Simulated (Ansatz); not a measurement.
Bi2Se3: geometry relaxation (part 3 of 3)

The same run, continued: Bi2Se3 (slab, 10 atoms in the cell); DFT PBE+D3(BJ), scalar-relativistic, plane waves, PAW, no spin polarisation (Ansatz 0.2.0); cutoff 420 eV, 9×9×1 k-mesh, Gaussian smearing of 0.05 eV. It belongs to a series of runs on one base structure; here: (0 0 1) slab, atoms relaxed.

Geometry of the input (Å; fractional positions):
```
4.1436  0.0000  0.0000
-2.0718  3.5885  0.0000
0.0000  0.0000  31.4820
Se 0.0000  0.0000  0.2382
Bi 0.3333  0.6667  0.2882
Se 0.6667  0.3333  0.3492
Bi 0.0000  0.0000  0.4103
Se 0.3333  0.6667  0.4602
Se 0.6667  0.3333  0.5398
Bi 0.0000  0.0000  0.5897
Se 0.3333  0.6667  0.6508
Bi 0.6667  0.3333  0.7118
Se 0.0000  0.0000  0.7618
```

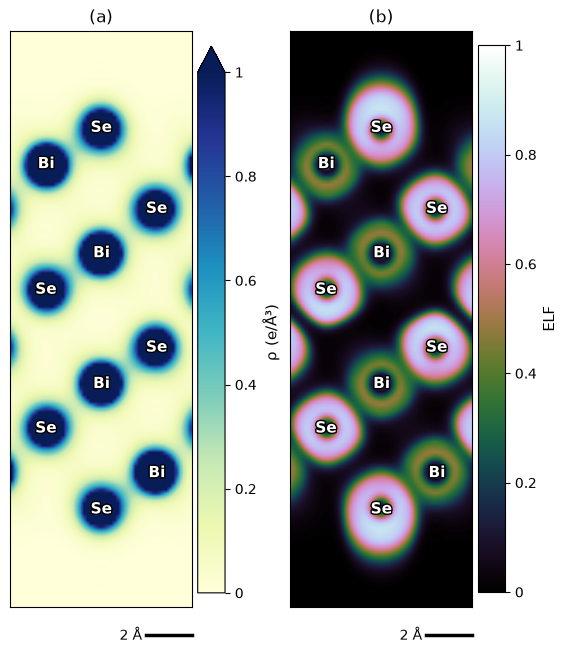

Fig. 1: (a) valence pseudo-density; (b) ELF on the (110) plane of the calculation cell, a cut from vacuum to vacuum. The section cuts through Se and Bi sites. Bi–Se (2.86 Å): ρ at the midpoint is about 0.33 e/Å³; the ELF peaks at about 0.80 in the valence shell of Se, 0.9 Å from its nucleus, and drops to about 0.35 between the two atoms. Bi–Se (3.07 Å): ρ is about 0.22 e/Å³ halfway; the ELF peaks at about 0.80 in the valence shell of Se, 0.8 Å from its nucleus, and drops to about 0.30 between the two atoms. The density dies away to nearly zero in the vacuum. The strong features right at Bi lie inside the PAW spheres (semicore, d or f shells) and say nothing about bonding. Core electrons are frozen (PAW), so the fields are smoothed inside the atomic spheres.

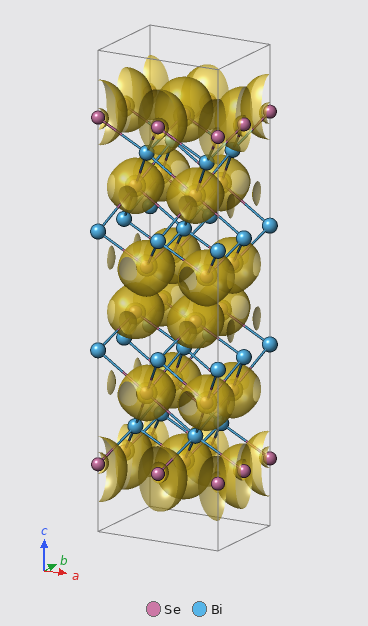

Fig. 2: Isosurface of the ELF at 0.6 (yellow), seen slightly off an axis. Only the valence region is drawn (cores and ρ < 0.01 e/Å³ removed). Sticks mark near contacts. Counts are for one cell; the picture repeats the cell along the surface.  Values along the shortest contacts: Bi–Se (2.86 Å): the ELF peaks at about 0.80 in the valence shell of Se, 0.9 Å from its nucleus, and drops to about 0.35 between the two atoms. Bi–Se (3.07 Å): the ELF peaks at about 0.80 in the valence shell of Se, 0.8 Å from its nucleus, and drops to about 0.30 between the two atoms.

## Results in brief

```json
{"quantity": "outcome", "value": "converged"}
{"quantity": "electrons treated", "value": "156"}
{"quantity": "free energy", "value": "−82408.0640 eV"}
{"quantity": "work function, top face", "value": "5.37 eV"}
{"quantity": "work function, bottom face", "value": "5.37 eV"}
{"quantity": "Fermi energy", "value": "3.390 eV"}
{"quantity": "gap on the k-point mesh", "value": "0.51 eV"}
{"quantity": "final volume", "value": "468.11 Å³"}
{"quantity": "work function (upper face)", "value": "5.37 eV"}
{"quantity": "largest force (length of the vector) at the end", "value": "0.001 eV/Å"}
{"quantity": "hardware", "value": "8 threads of Intel Xeon (Granite Rapids), 64 GiB of memory available, shared host"}
{"quantity": "wall time", "value": "31 s (CPU time 3.4 min)"}
{"quantity": "peak memory", "value": "2.1 GiB"}
```

## Notes

Spin–orbit coupling is left out, which matters for Bi.
